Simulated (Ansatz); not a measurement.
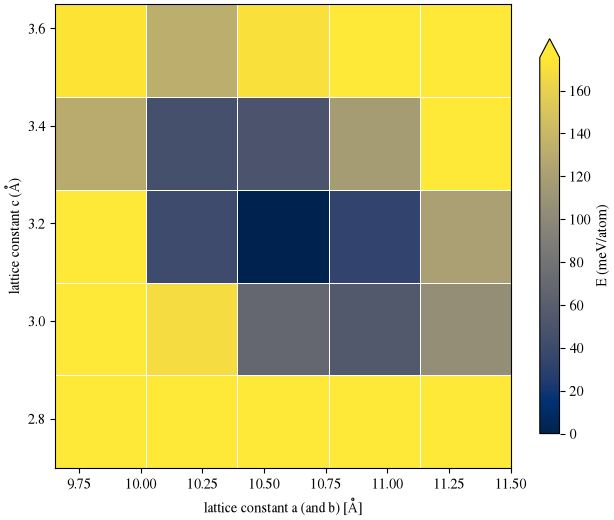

Energy landscape of SnO2 (I4/m, No. 87; 12 atoms in the cell). The energy is mapped over the lattice constants a and c of the conventional cell. The first coordinate is: lattice constant a (and b); the second: lattice constant c. Nothing is relaxed (fractional coordinates fixed). The scan uses a 5 × 5 grid. Energies: meV/atom, counted from the lowest grid point. The calculation used Ansatz 0.2.0, DFT LDA, scalar-relativistic, plane waves, PAW. Settings: cutoff 520 eV, k-mesh 10×10×10, gaussian smearing 0.05 eV, no spin polarisation.

In the figure: one coloured cell a grid point, one colour for all values above the top of the scale. 

Q: What does the map say about the system?

A: The lowest grid point is at lattice constant a (and b) = 10.58 Å, lattice constant c = 3.174 Å. It is the only kind of minimum in the scanned range. The highest grid point, lattice constant a (and b) = 9.84 Å, lattice constant c = 2.793 Å, lies 805 meV/atom above the lowest. Round the minimum the valley is somewhat tilted: raising lattice constant a (and b) shifts the best value of lattice constant c downwards (coupling k₁₂/√(k₁₁k₂₂) about 0.5).

The values on the grid:

```
lattice constant c ↓, lattice constant a (and b) →  9.84  10.21  10.58  10.95  11.32
                                             3.555   173    132    171    265    398
                                             3.365   130     46     50    118    231
                                             3.174   180     41      0     33    120
                                             2.984   380    167     68     55    105
                                             2.793   805    498    321    244    244
```

Time for the 25 points that were run: 10 min on 4 threads of AMD EPYC 7R43 64-Core Processor (Zen 3), with other jobs on the host.

PAW datasets: the set soft_1.
